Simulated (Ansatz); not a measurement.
**HfO2: single-point calculation**

The run: single-point calculation of HfO2 (3 atoms in the cell). Method and program: DFT PBE, scalar-relativistic, plane waves, PAW, no spin polarisation (Ansatz 0.2.0).

The structure derives from an entry of the Crystallography Open Database. It belongs to a series of runs on one base structure; here: strain -0.0750 x Voigt [0, 1, 0, 0, 0, 0], atoms carried along. Figures and captions count atoms from 1; the log counts them from 0 in places.

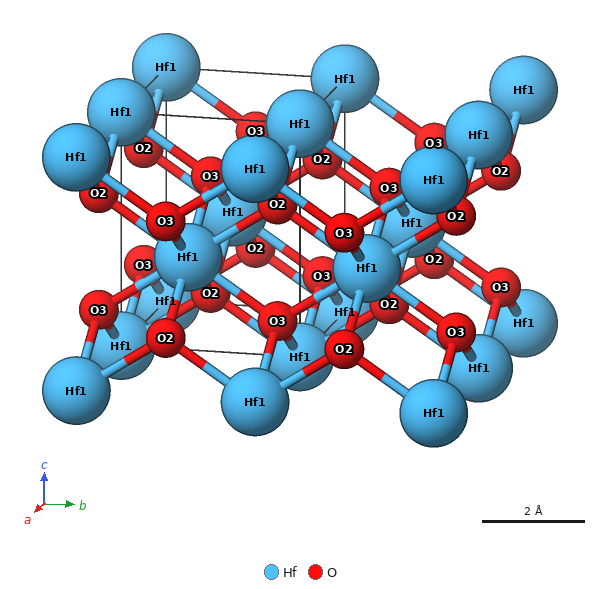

The structure as given in the input (ball-and-stick view of the cell 2 times as large as that of the calculation, set on its symmetry axes, repeated 2 × 2 × 1, seen slightly off an axis; atoms are numbered from 1 in the order of the input). An atom can appear more than once, as a periodic image.

Input:
```yaml
crystal:
  lattice:
    - [0.0, 2.3656875, 2.5575]
    - [2.5575, 0.0, 2.5575]
    - [2.5575, 2.3656875, 0.0]
  atoms:
    - { symbol: Hf, position: [0.0, 0.0, 0.0] }
    - { symbol: O, position: [0.25, 0.25, 0.25] }
    - { symbol: O, position: [0.75, 0.75, 0.75] }
basis:
  ecutwfc: 420
kpoints:
  mp_grid: { grid: [8, 8, 8] }
hamiltonian:
  xc: pbe
scf:
  occupations: { method: gaussian, width: 0.05 }
output:
  forces: true
  stress: true
  eigenvalues: true
  write_density: true
  write_potential: true
  elf: true
  volumetric_format: npy
```

Command:
```bash
ansatz run input.yaml --threads 1 --pin off --max-ram 2560MiB --backend cpu --events-out ev --progress --plain --runs-dir out
```

Output:
```
Engine: ansatz 0.2.0, x86_64-unknown-linux-gnu
Pseudopotentials: kind: paw
Pseudopotential: Hf, paw, valence charge 26, recommended cutoff 420 eV (normal), Hf.paw.azcp
Pseudopotential: O, paw, valence charge 6, recommended cutoff 420 eV (normal), O.paw.azcp
Functional definition: PBE
  parameter kappa = 0.804
  parameter beta = 0.06672455060314922
  exchange = pbe_x(kappa = kappa, mu = beta*pi^2/3)
  correlation = pbe_c(beta = beta)
Crystal: 3 atoms, lattice volume = 30.947 Å³
Basis set: ecut = 420 eV, 603 PW (Γ), exchange–correlation on 48×50×48 points (8 copies of the dense FFT grid, shifted against one another)
Bands: 23, of which v1, the nominal top of the filled ones, is band 19 counted from 1 (18 counted from 0)
Symmetry: 16 space group operations
Space group: I4/mmm (ITA 139), of the structure as read, at distance tolerance 3.1e-5 Å
k-points: 59 of 512
Non-local potential: Hf, projectors of the file, l = 0: 3, l = 1: 2, l = 2: 2, l = 3: 3
Non-local potential: O, projectors of the file, l = 0: 2, l = 1: 2, l = 2: 1
PAW form: soft (Blöchl's): semilocal exchange-correlation on the pseudo side does not see the compensation charge
PAW one-centre angular grid: Hf, 590 points (default); XC on 64 Gauss nodes
PAW one-centre angular grid: O, 110 points (default); XC on 64 Gauss nodes
Initial density: superposition of atomic densities (neutral atoms: chi_scale 0, normalization atom), corrected by the library's trained network
Initial wavefunctions: pseudopotential atomic-orbital guess
Functional: x = pbe(κ = 0.804, μ = 0.2195149727645171), c = pbe(β = 0.06672455060314922)
SCF iter   1: F=—  HF=-16861.094838 eV  |F-HF|=—  |Δ(HF+E_count)|=         —  Δρ=3.31e-3  dr2=2.69e-3  ethr=1.77e-3  ⟨swp⟩=4.7  Hψ=5003  notcnv=0
preconditioner: auto → none  [insulator: Δε(μ)=2.910 eV  Ē_g=18.479 eV  σ=0.050 eV  W_gap=1.00  n_scr=14 (ndim 8)  ℏωp=40.0 eV  f_vac=0.057  D(μ)=0.00/eV (n_scr^D=0)  ε∞_Penn≈5.7]
SCF iter   2: F=—  HF=-16861.095606 eV  |F-HF|=—  |Δ(HF+E_count)|=   7.69e-4  Δρ=2.39e-3  dr2=1.15e-3  ethr=7.07e-6  ⟨swp⟩=2.0  Hψ=2774  notcnv=0
SCF iter   3: F=—  HF=-16861.095488 eV  |F-HF|=—  |Δ(HF+E_count)|=   1.19e-4  Δρ=9.00e-4  dr2=1.16e-4  ethr=3.02e-6  ⟨swp⟩=2.0  Hψ=2168  notcnv=0
SCF iter   4: F=—  HF=-16861.095690 eV  |F-HF|=—  |Δ(HF+E_count)|=   2.02e-4  Δρ=1.23e-4  dr2=2.15e-6  ethr=3.04e-7  ⟨swp⟩=2.0  Hψ=2234  notcnv=0
SCF iter   5: F=—  HF=-16861.095713 eV  |F-HF|=—  |Δ(HF+E_count)|=   2.33e-5  Δρ=4.62e-5  dr2=3.71e-7  ethr=5.66e-9  ⟨swp⟩=2.0  Hψ=2477  notcnv=0
SCF iter   6: F=-16861.095713 eV  HF=-16861.095713 eV  |F-HF|=3.29e-8  |Δ(HF+E_count)|=   1.62e-7  Δρ=1.41e-5  dr2=2.37e-8  ethr=2.63e-10  ⟨swp⟩=9.2  Hψ=10136  notcnv=0
SCF 1 converged in 6 iterations: F = -16861.095713 eV  dr2 = 2.37e-8
  greatest PAW one-centre occupation: 0.999 electrons in one spin orbital (limit 2), on the Hf atom at site 0 (counted from 0), in its partial waves of l = 3
SCF converged after 6 iterations
Free energy (F): -16861.095713 eV
Harris-Foulkes:  -16861.095713 eV  (|F-HF|=3.29e-8)
Internal energy: -16861.095713 eV  (E = F + TS)
E sigma→0 (E₀):  -16861.095713 eV
Fermi energy:    19.239800 eV
--- Per-component energies (eV) ---
  E_band       = 97.837897
  E_kinetic    = 777.391403
  E_local      = -5580.494597  (includes V_loc(G=0)·N_el)
  E_nonlocal   = -1146.460207
  E_hartree    = 2575.611331
  E_xc         = -449.310338
  E_vxc        = -456.929762  (∫ρ·V_xc dr)
  E_paw        = -7243.921106  (= ΣΔE_a)
  E_vpaw       = 1353.105779  (= ΣTr[D̂ρ^β])
  E_aug_tail   = 0.005046  (compensation charges beyond the density's cutoff)
  E_ewald      = -5793.917246
  E_smearing   = -0.000000  (= −TS)
  E_closure    = 0.000000  (closes the sum)
  Σ components = -16861.095713   (vs F -16861.095713, Δ=0.00e0)
--- Forces (eV/Å), atoms counted from 1 ---
  atom   1  Hf    -0.00000000    -0.00000000     0.00000000
  atom   2  O     -0.00000000     0.00000000     0.00000000
  atom   3  O      0.00000000     0.00000000     0.00000000
  max |Σ_I F_I| component: 3.16e-30 eV/Å
--- Stress (GPa, compression-positive) ---
        6.694281      -0.000000       0.000000
       -0.000000      45.068450       0.000000
        0.000000       0.000000       6.694281
  P = ⅓ Tr σ = 19.4857 GPa (194.857 kbar)
--- Band table (eV; the first three rows and the last of 59) ---
  k-point 0: bands = ["-43.6736", "-12.2677", "-12.2209", "-12.2209", "-1.9649", "1.1940", "6.4587", "6.4606", "6.4606", "6.5388", "6.5388", "6.5410", "6.7732", "11.3651", "11.5158", "11.5158", "16.1746", "16.1746", "17.2923", "20.6709", "21.2053", "23.6779", "28.1031"]
  k-point 1: bands = ["-43.6708", "-12.3329", "-12.2508", "-12.2329", "-1.7295", "1.0297", "6.4612", "6.4647", "6.4659", "6.5314", "6.5333", "6.5397", "6.7150", "11.5861", "11.6624", "11.9531", "15.7812", "15.8929", "16.8867", "21.0558", "21.5250", "24.1965", "27.3600"]
  k-point 2: bands = ["-43.6640", "-12.5312", "-12.2715", "-12.2618", "-1.1826", "0.7055", "6.4663", "6.4722", "6.4814", "6.5176", "6.5209", "6.5403", "6.6183", "11.9945", "12.0541", "13.0164", "14.9902", "15.4333", "16.1095", "21.7278", "21.9155", "24.5981", "26.8544"]
  k-point 58: bands = ["-43.6448", "-12.8295", "-12.4086", "-12.4086", "-0.4215", "0.7130", "6.4853", "6.4853", "6.4993", "6.5024", "6.5238", "6.5238", "6.5604", "10.2830", "13.5097", "13.5097", "15.2765", "15.2765", "17.8087", "20.9886", "22.9157", "25.0266", "26.0628"]
```

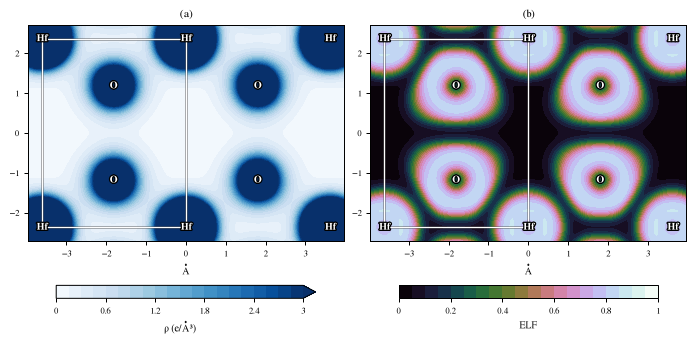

(a) valence pseudo-density; (b) ELF on the (100) plane of the conventional cell. Atoms in the plane: Hf and O. Hf–O (2.16 Å): the density is about 0.63 e/Å³ at the midpoint; the ELF peaks at about 0.85 in the valence shell of O, 0.6 Å from its nucleus, and drops to about 0.15 between the two atoms. Away from the nuclei the density in this plane falls to 0.02 e/Å³ at its lowest. The strong features right at Hf lie inside the PAW spheres (semicore, d or f shells) and say nothing about bonding. The fields are those of the smooth PAW valence density.

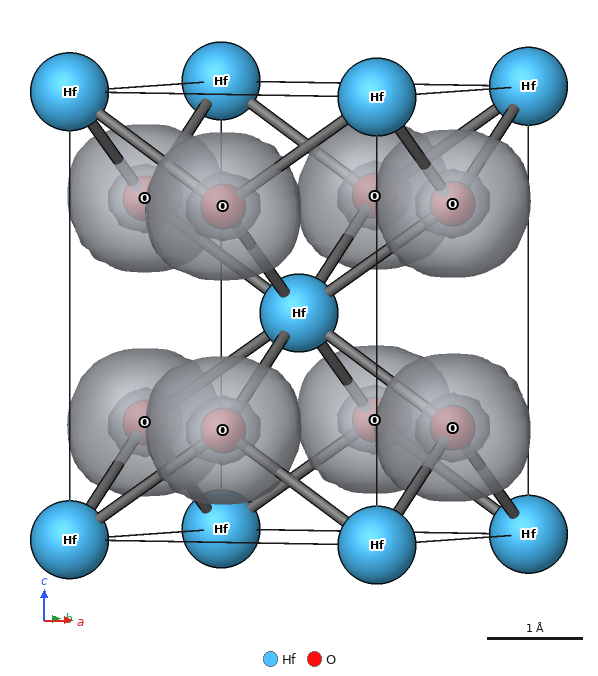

Isosurface of the electron localisation function at 0.7 (grey), seen at an oblique angle. Only the valence region is drawn (cores and ρ < 0.01 e/Å³ removed). Sticks mark near contacts. The outline is the cell set on symmetry axes. Values along the shortest contacts: Hf–O (2.16 Å): the ELF peaks at about 0.85 in the valence shell of O, 0.6 Å from its nucleus, and drops to about 0.15 between the two atoms.

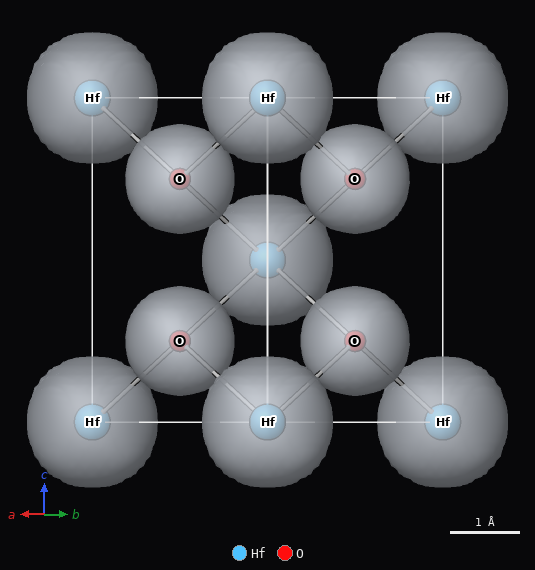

Isosurface of the valence electron density at 0.8 e/Å³ (grey), seen along [110]. Sticks mark near contacts. The outline is the cell set on symmetry axes. At this value the density breaks into separate islands; it holds about 85 % of the electrons treated as valence (semicore included). It is pinched off along the Hf–O (2.16 Å) contacts. On the grid the lowest density along these lines, outside the cores, is 0.59 e/Å³ (Hf–O, 2.16 Å).

Summary:

| quantity | value |
| --- | --- |
| outcome | converged |
| space group (tolerance 0.01 Å) | I4/mmm (139) |
| electrons treated | 38 |
| free energy | −16861.0957 eV |
| Fermi energy | 19.240 eV |
| gap on the k-point mesh | 2.86 eV |
| pressure | 19.49 GPa |
| largest force (length of the vector) | under 0.001 eV/Å |
| hardware | 1 thread of Intel Xeon (Sapphire Rapids), 32 GiB of memory available, shared host |
| wall time | 2 s |
| peak memory | 0.4 GiB |

Remarks:

Spin–orbit coupling is left out, which matters for Hf.
